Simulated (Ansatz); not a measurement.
```cif
data_structure
_symmetry_space_group_name_H-M 'P 1'
_symmetry_Int_Tables_number 1
_cell_length_a 9.7470
_cell_length_b 9.7470
_cell_length_c 9.7470
_cell_angle_alpha 80.406
_cell_angle_beta 70.529
_cell_angle_gamma 60.000
_cell_volume 756.08
loop_
_atom_site_label
_atom_site_type_symbol
_atom_site_fract_x
_atom_site_fract_y
_atom_site_fract_z
_atom_site_occupancy
Tl1 Tl 0.49551 0.98858 0.49601 1
Tl2 Tl 0.57383 0.33194 0.24601 1
Tl3 Tl 0.29167 0.16667 0.12500 1
Tl4 Tl 0.41938 0.64326 0.75790 1
Tl5 Tl 0.73502 0.01198 0.75790 1
Tl6 Tl 0.84831 0.32136 0.49210 1
Tl7 Tl 0.93095 0.65608 0.24210 1
Tl8 Tl 0.65239 0.67725 0.00790 1
Tl9 Tl 0.00951 0.00139 0.00399 1
Tl10 Tl 0.08782 0.34476 0.75399 1
Tl11 Tl 0.16395 0.69007 0.49210 1
Br1 Br 0.37699 0.99669 0.87041 1
Br2 Br 0.63088 0.99669 0.12492 1
Br3 Br 0.71136 0.33323 0.87432 1
Br4 Br 0.45997 0.33323 0.62101 1
Br5 Br 0.54462 0.66325 0.37560 1
Br6 Br 0.87198 0.00010 0.37568 1
Br7 Br 0.95246 0.33664 0.12508 1
Br8 Br 0.03871 0.67008 0.87440 1
Br9 Br 0.79167 0.66667 0.62500 1
Br10 Br 0.12336 0.00010 0.62899 1
Br11 Br 0.20634 0.33664 0.37959 1
Br12 Br 0.29167 0.66667 0.12500 1
```

Not relaxed (largest force 1.1 eV/Å).

All numbers below come from Ansatz, DFT PBE+D3(BJ), scalar-relativistic, plane waves, PAW.

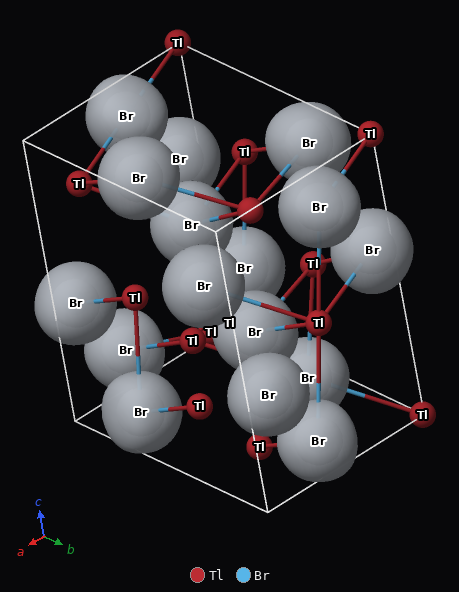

Tl₁₁Br₁₂ (cell charge −1, with a compensating background) (cell with a defect). Isosurface of the electron localisation function at 0.8 (grey), seen slightly off an axis. Only the valence region is drawn (cores and ρ < 0.01 e/Å³ removed). Sticks mark near contacts.

In a PAW calculation such maps are meaningful between the atoms, not at the nuclei.

Question: Describe the localisation domains.

Answer: At this value the surface marks out twelve regions wrapped around Br (the valence shell of each), counted in one cell of 23 atoms. Any copies at cell faces, edges or corners count once. Profiles from the grid: Tl–Br (2.86 Å): the ELF is about 0.20 at the midpoint (no shared electron pair shows on this line). Tl–Br (3.30 Å): the ELF is about 0.15 at the midpoint: no localised pair shows between them.
